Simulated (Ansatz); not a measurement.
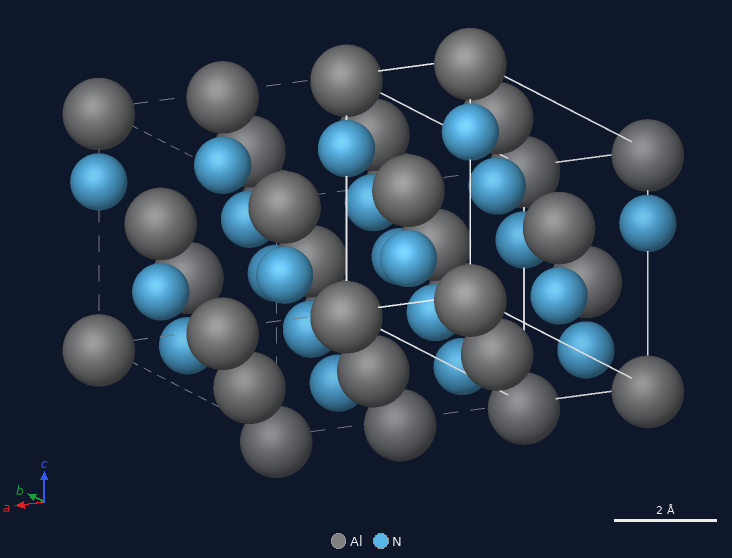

The image is a spheres-only drawing of a crystal, viewed from a general direction. The picture spans 3×1×1 cells, one conventional unit cell being drawn with solid lines.

AlN, space group Fmm2 (No. 42), a = 2.74 Å, b = 7.68 Å, c = 4.82 Å, α = 90.00°, β = 90.00°, γ = 90.00°.

Theory: DFT PBE, scalar-relativistic, plane waves, PAW (Ansatz). Numerical settings: a plane-wave cutoff of 420 eV, k-points about 0.28 Å⁻¹ apart, Gaussian smearing of 0.02 eV, no spin polarisation.

**What is the electronic character?**

A semiconductor at this level, with a gap of 2.55 eV on the k-mesh (the true edges may lie between mesh points, so the gap can be somewhat smaller).

**State the hydrostatic pressure.**

The computed pressure is 101.3 GPa (compressed: it would expand). The stress isn't hydrostatic: its largest component is 243.0 GPa.

The initial geometry was a structure listed in the Materials Project, with elements exchanged, so it need not be a known form of the compound. The cell was then strained or its atoms displaced on purpose. A calculation with Ansatz used it as input.

At this level of theory the cell isn't at rest (compressed, at 101 GPa and forces up to 21.7 eV/Å), so its distances can differ from those at equilibrium, the more so the softer the solid.
